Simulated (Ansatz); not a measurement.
Geometry optimisation.

Program: Ansatz.

```
crystal:
  lattice:
    - [2.9688993551, 0.0, 0.0]
    - [0.0, 2.9688993551, 0.0]
    - [0.0, 0.0, 2.9688993551]
  atoms:
    - { symbol: Cr, position: [0.0, 0.0, 0.0], spin: -1.69 }
    - { symbol: Cr, position: [0.5, 0.5, 0.5], spin: 1.69 }
basis:
  ecutwfc: 420
kpoints:
  mp_grid: { grid: [6, 6, 6] }
hamiltonian:
  xc: pbesol
scf:
  occupations: { method: gaussian, width: 0.1 }
output:
  forces: true
  stress: true
  eigenvalues: true
  populations: true
magnetization:
  spin_polarized: true
relax:
  adjacent_minimum: "off"
  f_tol: 0.05
  max_steps: 80
  cell: { stress_tol: 0.5 }
```

Run as:
```bash
ansatz run input.yaml --threads 1 --pin off --max-ram 1331MiB --backend cpu --events-out ev --progress --plain --runs-dir out
```

Question: How does the optimisation go?

Answer: The optimisation met its thresholds at geometry 5, counting the start as the first. The energy fell by about 180 meV/atom from the first step to the last. Step 3 went uphill and was rejected by the line search. All forces vanish by symmetry, so only the cell moves. The volume shrinks from 13.1 to 11.1 Å³ per atom (−15 %), overshooting to 10.7 at step 3, as the pressure goes from −23 GPa to about 0 GPa.

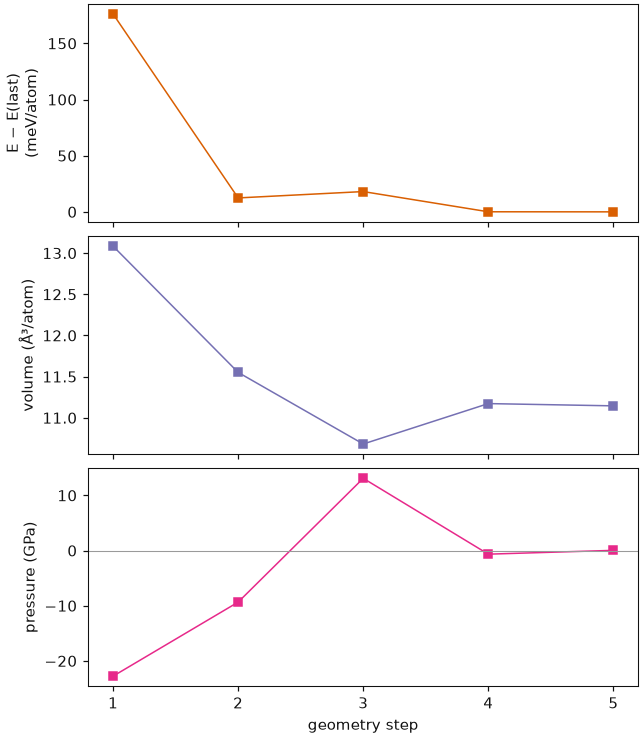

History of the run, step by step. Atoms and cell relax. A closing SCF on a freshly chosen basis isn't drawn.
